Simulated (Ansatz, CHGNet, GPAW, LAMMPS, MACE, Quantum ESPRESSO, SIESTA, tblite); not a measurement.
## Codes compared on glassy 68SiO2-14MgO-11ZnO-7BaO (mol %) (75 atoms)

Aim: run glassy 68SiO2-14MgO-11ZnO-7BaO (mol %) (75 atoms) in several programs and set results and cost side by side. A plane-wave run serves as the reference.

Main program and level: Ansatz 0.2.0; Kohn-Sham DFT, PBE, PAW, plane waves.

## (1) Set-up

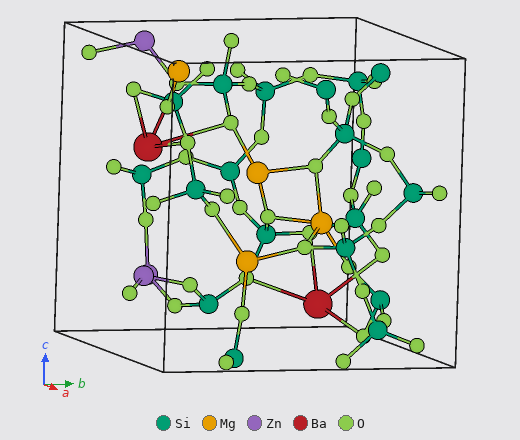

The cell as given, slightly off an axis (silicon teal, magnesium orange, zinc purple, barium red, oxygen green).

The cell holds 75 atoms: 19 Si, 4 Mg, 3 Zn, 2 Ba and 47 O. Cell: a = 10.675 Å, b = 10.675 Å, c = 10.675 Å, α = 90.0°, β = 90.0°, γ = 90.0°. 75 atoms (19 Si, 4 Mg, 3 Zn, 2 Ba, 47 O) placed at random at 2.53 g/cm³, melted at 4000 K for 10 ps at fixed volume with the Morse and Coulomb pair potential with partial charges (Pedone, Malavasi, Menziani, Cormack and Segre, J. Phys. Chem. B 110, 11780 (2006)). Quenched from 4000 K to 300 K at 25 K/ps and fixed volume, held 5 ps, then minimised at fixed cell.

## (2) Plane-wave reference

The PAW files are the set soft_2.

Input file input.yaml:

```yaml
crystal:
  lattice:
    - [10.6753, 0.0, 0.0]
    - [0.0, 10.6753, 0.0]
    - [0.0, 0.0, 10.6753]
  atoms:
    - { symbol: Si, position: [0.3338, 0.89179, 0.3971] }
    - { symbol: Si, position: [0.35101, 0.39243, 0.12862] }
    - { symbol: Si, position: [0.83909, 0.3005, 0.01938] }
    - { symbol: Si, position: [0.88301, 0.56968, 0.89116] }
    [... 65 atom lines left out ...]
    - { symbol: O, position: [0.33327, 0.52608, 0.20851] }
    - { symbol: O, position: [0.81507, 0.79148, 0.43879] }
    - { symbol: O, position: [0.74342, 0.21264, 0.94517] }
    - { symbol: O, position: [0.40398, 0.42097, 0.98766] }
    - { symbol: O, position: [0.86314, 0.42764, 0.93787] }
    - { symbol: O, position: [0.35361, 0.98165, 0.27877] }
kpoints:
  mp_grid: { grid: [1, 1, 1] }
hamiltonian:
  xc: pbe
scf:
  occupations: { method: fermi_dirac, width: 0.05 }
output:
  forces: true
  eigenvalues: true
  populations: true
  stress: true
```

On the command line:

```sh
$ ansatz run input.yaml --threads 4 --pin off --max-ram 8192MiB --backend cpu --events-out ev --progress --plain --runs-dir out
```

The program printed:

```text
[...]
Pseudopotentials: kind: paw
Pseudopotential: Si, paw, valence charge 4, recommended cutoff 420 eV (normal), Si.paw.azcp
Pseudopotential: Mg, paw, valence charge 10, recommended cutoff 420 eV (normal), Mg.paw.azcp
Pseudopotential: Zn, paw, valence charge 12, recommended cutoff 420 eV (normal), Zn.paw.azcp
Pseudopotential: Ba, paw, valence charge 10, recommended cutoff 420 eV (normal), Ba.paw.azcp
Pseudopotential: O, paw, valence charge 6, recommended cutoff 420 eV (normal), O.paw.azcp
[...]
Crystal: 75 atoms, lattice volume = 1216.579 Å³
Basis set: ecut = 420 eV, 23847 PW (Γ), exchange–correlation on 144×144×144 points (8 copies of the dense FFT grid, shifted against one another)
Bands: 302, of which v1, the nominal top of the filled ones, is band 227 counted from 1 (226 counted from 0)
Symmetry: 1 space group operations
Space group: P1 (ITA 1), of the structure as read, at distance tolerance 1.1e-4 Å
k-points: 1
[...]
Initial density: superposition of atomic densities (neutral atoms: chi_scale 0, normalization atom), corrected by the library's trained network
Initial wavefunctions: pseudopotential atomic-orbital guess
[...]
SCF iter   1: F=—  HF=-68377.527419 eV  |F-HF|=—  |Δ(HF+E_count)|=         —  Δρ=2.28e-3  dr2=1.10e-1  ethr=1.77e-3  ⟨swp⟩=6.0  Hψ=1404  notcnv=0  defer=58
preconditioner: auto → Resta (q_TF=auto, 2.315 Å⁻¹)  ε∞=3.2  [insulator: Δε(μ)=2.441 eV  Ē_g=14.711 eV  σ=0.050 eV  W_gap=1.00  n_scr=250 (ndim 8)  ℏωp=21.8 eV  f_vac=0.240  D(μ)=0.00/eV (n_scr^D=0)  ε∞_Penn≈3.2]
[...]
SCF iter   9: F=—  HF=-68377.513195 eV  |F-HF|=—  |Δ(HF+E_count)|=   1.16e-7  Δρ=3.22e-6  dr2=1.22e-7  ethr=2.92e-10  ⟨swp⟩=2.0  Hψ=417  notcnv=0  defer=66
SCF iter  10: F=-68377.513195 eV  HF=-68377.513195 eV  |F-HF|=8.66e-9  |Δ(HF+E_count)|=   8.38e-8  Δρ=1.82e-6  dr2=3.61e-8  ethr=2.20e-11  ⟨swp⟩=17.0  Hψ=2021  notcnv=0
SCF 1 converged in 10 iterations: F = -68377.513195 eV  dr2 = 3.61e-8
[...]
SCF converged after 10 iterations
Free energy (F): -68377.513195 eV
Harris-Foulkes:  -68377.513195 eV  (|F-HF|=8.66e-9)
Internal energy: -68377.513195 eV  (E = F + TS)
E sigma→0 (E₀):  -68377.513195 eV
Fermi energy:    4.313515 eV
--- Per-component energies (eV) ---
[...]
Σ components = -68377.513195   (vs F -68377.513195, Δ=0.00e0)
--- Forces (eV/Å), atoms counted from 1 ---
  atom   1  Si     0.03767222     0.65354378     0.97506337
  atom   2  Si    -0.74567399     0.00299201    -0.62059207
  atom   3  Si     0.61961772     0.21759279    -0.57195438
  atom   4  Si     0.31225394     0.87900617     0.64147820
[...]
atom  75  O     -0.72679154     0.26135039    -1.98826655
  max |Σ_I F_I| component: 9.31e-5 eV/Å
--- Stress (GPa, compression-positive) ---
        1.386645       0.833076       0.131419
        0.833076      -2.320047      -0.580725
        0.131419      -0.580725       2.032718
  P = ⅓ Tr σ = 0.3664 GPa (3.664 kbar)
--- Band table (eV) ---
  k-point 0: bands = ["-72.4818", "-72.1421", "-71.0920", "-70.8087", [... 286 levels ...], "11.3781", "11.4828", "11.5041", "11.5307", "11.5862", "11.6164", "11.6581", "11.6962", "11.7702", "11.7838", "11.8540", "11.8677"]
--- Löwdin populations: 75 sites ---
  site symbol       q [e]
     0     Si      2.3722
     1     Si      2.2778
     2     Si      2.2859
[...]
74      O      7.0239
  spilling = 0.012252 (of n_electrons = 454.000000)
```

Elapsed: 18 s, on 4 threads of Arm Neoverse V1, shared host; peak memory 1.4 GiB.

Reading the cycles: dr2 is the Hartree energy of the density residual (eV), the measure of convergence; HF is the Harris–Foulkes estimate of the energy, which meets the free energy F at convergence.

Read from the output:

- free energy: -68377.5132 eV
- free energy per atom: -911.7002 eV/atom
- SCF cycles: 10
- pressure: 0.3664 GPa
- r.m.s. force component: 0.8257 eV/Å
- longest force: 2.837 eV/Å
- Fermi energy: 4.314 eV
- gap (highest filled to lowest empty level): 2.296 eV
- spilling of the projection: 0.01225

Length of the force by element:

```
element  coordination  atoms  mean length of the force (eV/Å)  spread  least   most
     Ba           all      2                            0.594  0.0965  0.497  0.691
     Mg           all      4                             1.15   0.210  0.889   1.42
      O           all     47                             1.36   0.720  0.186   2.84
     Si           all     19                             1.18   0.456  0.417   2.52
     Zn           all      3                             1.31   0.409  0.747   1.71
```

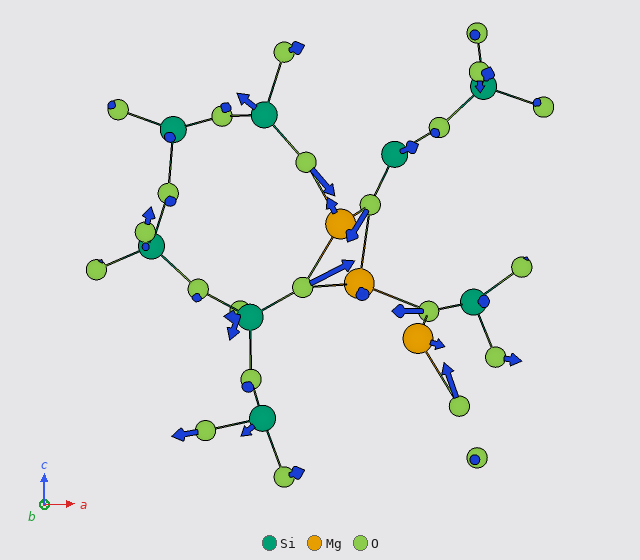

Forces as arrows; the longest in the cell is 2.84 eV/Å. Drawn is a slice 5 Å thick, seen along the normal of the ac plane. Bonds to atoms that aren't drawn are left out.

Löwdin charges by element (they lack the spilled electrons, 0.074 e an atom on average):

```
element  coordination  atoms  mean charge (e)  spread  least    most
     Ba           all      2             1.87  0.0101   1.86    1.88
     Mg           all      4             1.64  0.0079   1.63    1.65
      O           all     47           -0.898   0.108  -1.07  -0.795
     Si           all     19             1.74  0.0449   1.63    1.81
     Zn           all      3             1.47  0.0071   1.46    1.48
```

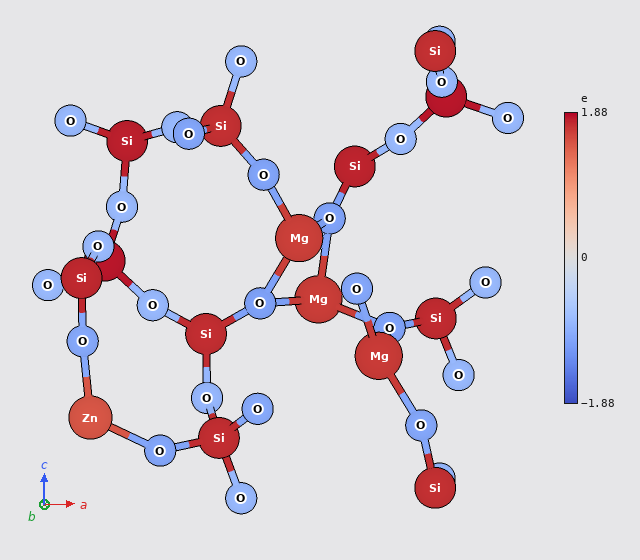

Atoms coloured by Löwdin charge. Drawn is a slice 5 Å thick, seen along the normal of the ac plane. Bonds to atoms that aren't drawn are left out.

The levels nearest the highest filled one (over half full), pooled over k-points and spins:

```
level less the highest filled one (eV)  occupation
                                -0.796           2
                                -0.662           2
                                -0.588           2
                                -0.424           2
                                -0.272           2
                                     0           2
                                  2.30           0
                                  3.09           0
                                  3.73           0
                                  3.85           0
                                  4.06           0
                                  4.21           0
```

## (3) Structure statistics

Density 2.53 g/cm³, 16.22 Å³ an atom.

g(r), total and by pair (bins of 0.2 Å):

```
r (Å)  total   O-O   O-Si  O-Mg  O-Zn  O-Ba  Si-Si
 1.50   1.11  0.00   3.50  0.00  0.00  0.00   0.00
 1.70   3.87  0.00  12.16  0.00  0.00  0.00   0.00
 1.90   0.45  0.00   0.00  2.64  5.51  0.00   0.00
 2.10   0.56  0.00   0.00  5.96  3.23  0.00   0.00
 2.30   0.00  0.00   0.00  0.00  0.00  0.00   0.00
 2.50   0.81  2.06   0.00  0.00  0.00  0.00   0.00
 2.70   2.07  4.95   0.00  0.73  0.50  0.67   0.00
 2.90   0.36  0.43   0.00  0.00  0.00  3.12   0.00
 3.10   0.71  0.45   0.06  0.26  0.00  3.23   5.48
 3.30   0.74  0.59   0.15  0.93  0.00  1.39   2.31
 3.50   0.71  0.32   0.96  1.04  0.57  0.84   0.00
 3.70   0.79  0.73   0.99  0.55  1.02  0.00   0.00
 3.90   1.10  0.61   1.67  0.83  1.57  1.66   0.35
 4.10   1.27  0.83   2.38  1.22  0.82  0.60   0.31
 4.30   1.03  0.93   1.32  1.51  1.69  0.81   0.14
 4.50   1.03  0.89   0.83  2.53  2.38  0.26   0.92
 4.70   1.01  1.11   0.76  1.05  1.55  1.65   0.97
 4.90   0.94  1.25   0.70  0.53  0.43  1.29   0.90
 5.10   1.27  1.64   0.94  0.99  0.79  1.18   1.33
```

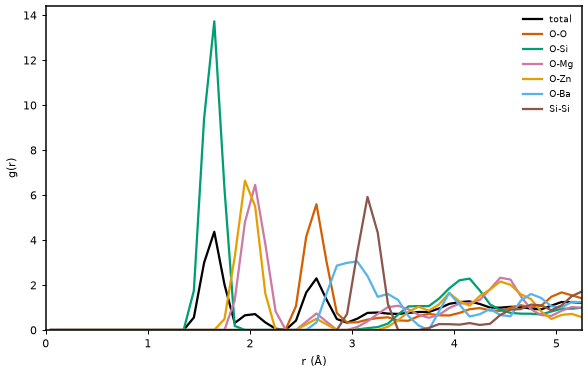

Pair distribution functions, lightly smoothed.

## (4) The other programs

The programs:
- CHGNet: machine-learned potential, published weights.
- GPAW 26.7.0: PAW with atomic orbitals (LCAO), plane waves or a real-space grid of spacing h.
- MACE: machine-learned potential, published weights.
- Quantum ESPRESSO 7.5: plane waves; labels (QE) give functional, pseudopotential set and cutoffs of waves/density.
- SIESTA 5.4.2: numerical atomic orbitals, whose automatically made sets are far from complete, with PseudoDojo norm-conserving potentials that we converted to its format (checked against plane waves on the same files for H, C, O, Si, Ge and Ca alone); labels give functional, basis size, energy shift and mesh cutoff.
- tblite 0.8.0: extended tight binding, driven from Python.

All use the same cell and atoms; the electronic-structure runs use the same k-mesh, and an electronic temperature of 580 K (0.05 eV) where levels are smeared.

Differences are against the plane-wave reference, forces as r.m.s. over components; share is that over the reference's r.m.s. force, slope the least-squares factor from reference forces to these. Total energies of different programs have different zeros and aren't compared.

```
                                                 run  Δ force, r.m.s. (meV/Å)  share (%)  slope  Δ pressure (GPa)  Δ gap (eV)  cores  CPU time  memory (GiB)
                                           reference                        -          -      -                 -           -      4      62 s           1.4
                             CHGNet r2SCAN potential                      264       32.0  0.709             -3.20           -      1     3.9 s          0.89
                        GPAW PBE, LCAO dzp, h 0.18 Å                      333       40.3  1.341                 -      -0.181      1     3 min           1.6
          GPAW PBE, LCAO szp(dzp), h 0.18 Å (coarse)                      319       38.7  1.294                 -      -0.302      1   2.2 min           1.5
                       GPAW RPBE, LCAO dzp, h 0.18 Å                      372       45.1  1.354                 -     -0.0689      1   3.1 min           1.6
                         MACE MP-0b2 small potential                      126       15.2  0.943             0.290           -      1     7.1 s          0.66
                        MACE MP-0b3 medium potential                      107       13.0  0.952             0.205           -      1     8.9 s          0.92
            QE PBE, sssp-1.3.0-efficiency, 60/480 Ry                     32.7       3.96  1.027             0.155     -0.0129      4    15 min           3.8
 SIESTA PBE, DZ, shift 0.01 Ry, mesh 500 Ry (coarse)                      938        114  1.839              9.40      -0.480      1   1.9 min          0.93
        SIESTA PBE, DZP, shift 0.002 Ry, mesh 500 Ry                      230       27.8  1.218              2.48      -0.326      2   8.6 min           2.6
         SIESTA PBE, DZP, shift 0.01 Ry, mesh 500 Ry                      257       31.1  1.230              1.72      -0.323      2   4.2 min           1.8
 SIESTA PBE, SZ, shift 0.02 Ry, mesh 500 Ry (coarse)                      889        108  1.774              6.49       -1.43      1      84 s          0.72
SIESTA PBE, SZP, shift 0.01 Ry, mesh 500 Ry (coarse)                      450       54.5  1.363              5.23      -0.282      2   3.5 min           1.7
         SIESTA PBE, TZP, shift 0.01 Ry, mesh 500 Ry                      200       24.2  1.171             0.482      -0.308      2   5.5 min           2.1
                                     tblite GFN1-xTB                      520       63.0  0.936             -2.77           -      1     4.3 s          0.11
```

Rows marked coarse were listed beforehand as settings not expected to be converged; some can still land near the reference.

Times of the machine-learned potentials are mostly Python's start and the loading of weights.

CPU time is summed over cores on a shared host, where runs went side by side, so it is rough. Symmetry, cutoffs, thresholds, outputs and thread counts weren't matched or tuned between programs; memory under MPI is the largest rank's times the ranks.

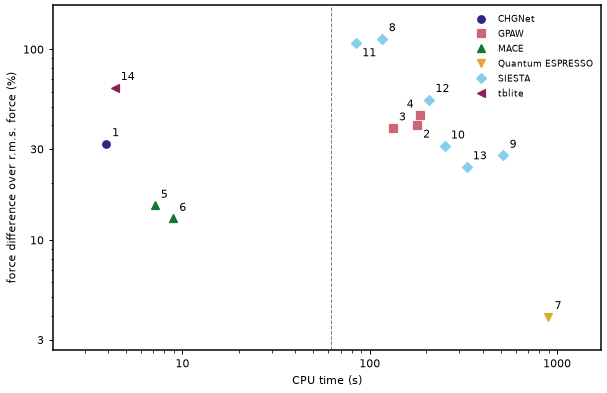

Force difference against CPU time; the dashed line marks the reference's time. Points: 1 CHGNet r2SCAN potential; 2 GPAW PBE, LCAO dzp, h 0.18 Å; 3 GPAW PBE, LCAO szp(dzp), h 0.18 Å; 4 GPAW RPBE, LCAO dzp, h 0.18 Å; 5 MACE MP-0b2 small potential; 6 MACE MP-0b3 medium potential; 7 QE PBE, sssp-1.3.0-efficiency, 60/480 Ry; 8 SIESTA PBE, DZ, shift 0.01 Ry, mesh 500 Ry; 9 SIESTA PBE, DZP, shift 0.002 Ry, mesh 500 Ry; 10 SIESTA PBE, DZP, shift 0.01 Ry, mesh 500 Ry; 11 SIESTA PBE, SZ, shift 0.02 Ry, mesh 500 Ry; 12 SIESTA PBE, SZP, shift 0.01 Ry, mesh 500 Ry; 13 SIESTA PBE, TZP, shift 0.01 Ry, mesh 500 Ry; 14 tblite GFN1-xTB.

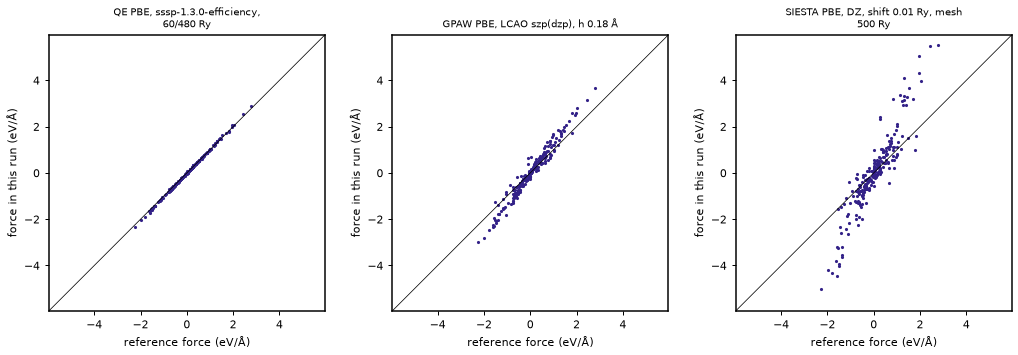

Force components against those of the reference; the line marks equality.

Mean charges by element (e), by run and scheme:

```
                                         run     scheme     Si     Mg     Zn     Ba      O
                                   reference     Löwdin  +1.74  +1.64  +1.47  +1.87  -0.90
SIESTA PBE, DZP, shift 0.002 Ry, mesh 500 Ry  Hirshfeld  +0.44  +0.59  +0.85  +0.70  -0.31
 SIESTA PBE, DZP, shift 0.01 Ry, mesh 500 Ry  Hirshfeld  +0.36  +0.55  +0.85  +0.67  -0.28
 SIESTA PBE, TZP, shift 0.01 Ry, mesh 500 Ry  Hirshfeld  +0.38  +0.55  +0.84  +0.69  -0.29
                             tblite GFN1-xTB   Mulliken  +0.87  +0.80  +1.00  +1.19  -0.54
```

The reference's Löwdin charges lack the electrons that the projection spills, 0.074 e an atom on average.

## (5) Results

```
reference r.m.s. force component                       : 0.826 eV/Å
nearest in forces                                      : QE PBE, sssp-1.3.0-efficiency, 60/480 Ry, 4.0 %
farthest in forces                                     : SIESTA PBE, DZ, shift 0.01 Ry, mesh 500 Ry (coarse), 114 %
cheapest electronic-structure run beside the reference : tblite GFN1-xTB, 4.3 s of CPU time
```

PBE on plane waves or a grid with other potentials, cutoffs or grids, coarse settings apart, differs from the reference by 4.0 % (QE PBE, sssp-1.3.0-efficiency, 60/480 Ry) of the r.m.s. force; this holds the reference's own error, so differences of a few per cent don't tell which side is nearer the exact PBE result (QE's 60 Ry are 816 eV, against the reference's 420 eV). The PBE runs in local orbitals, coarse settings apart, differ by 24 % (SIESTA PBE, TZP, shift 0.01 Ry, mesh 500 Ry) to 40 % (GPAW PBE, LCAO dzp, h 0.18 Å); basis, grid and potentials can all enter. Tight binding differs by 63 % (tblite GFN1-xTB); it is another model, with fitted parameters of its own, and the xTB methods hold dispersion. Machine-learned potentials differ by 13 % (MACE MP-0b3 medium potential) to 32 % (CHGNet r2SCAN potential); they were trained on other programs' data, some at another functional. Rows with another functional or a dispersion term differ by 45 % (GPAW RPBE, LCAO dzp, h 0.18 Å), which mixes the change of model with differences of basis and potentials. Runs with settings chosen to be coarse differ by 39 % (GPAW PBE, LCAO szp(dzp), h 0.18 Å) to 114 % (SIESTA PBE, DZ, shift 0.01 Ry, mesh 500 Ry), their programs' other errors included. One electronic-structure run takes under half the reference's CPU time: tblite GFN1-xTB, at 63 % in 4.3 s against 62 s, too far off to be of use; its pressure misses by -2.8 GPa. GPAW PBE, LCAO dzp, h 0.18 Å stiffens the forces by a factor of 1.34 while following their directions (correlation 0.987); the slopes of the 3 GPAW runs lie between 1.29 and 1.35; the difference isn't even, but is largest on one element. At the same functional, gaps differ from the reference's 2.30 eV by between -1.43 and -0.01 eV. In pressure, SIESTA PBE, DZ, shift 0.01 Ry, mesh 500 Ry misses by +9.4 GPa, at the same functional. Charges hang on model, scheme and program or settings: among these rows the mean for Si runs from +0.36 to +1.74 e. In the reference: filled and empty levels are parted by 2.30 eV (at Γ alone); a semilocal functional tends to put such gaps too low. In a disordered cell it changes from sample to sample, and tail or defect levels can set it. In the reference: mean Löwdin charges: Ba +1.87, Mg +1.64, O -0.90, Si +1.74, Zn +1.47 e (they miss 1.2 % of the electrons, so they add up to more than the cell's charge). Periodic xTB results under one method name differ between programs and library versions. The potentials hold different valence shells: 454 electrons in the reference, 446 in Quantum ESPRESSO with SSSP and 478 in SIESTA; this bears on time and differences. Machine-learned potentials mimic data converged in k, so the reference's own k-point error enters their differences. The quench rate of 25 K/ps is many orders above laboratory rates, so the cell is likely richer in defects and strain than a real sample. The network of bonds at the start is that of the classical potential that made the cell, and needn't be the one that DFT or experiment would give. The reference's stress is far from hydrostatic: its diagonal is 1.4, -2.3, 2.0 GPa, compression counted positive. The electronic-structure runs sample only Γ, in a cell whose shortest periodic width is 11 Å. Spin–orbit coupling is left out, which matters for the levels of the heavy elements.

[Also dropped from logs without a mark: logging warnings of Python, and SIESTA's first energy breakdown and zero terms.]

[Logs are printed without paths, hosts, clocks, repeated set-up lines and the standing remarks that a program may print on its own settings, such as how far it seeks lower states.]

[Hosts, paths, dates, database ids (printed as entryN), source tags and the programs' standing remarks are cut or masked in the printed files.]
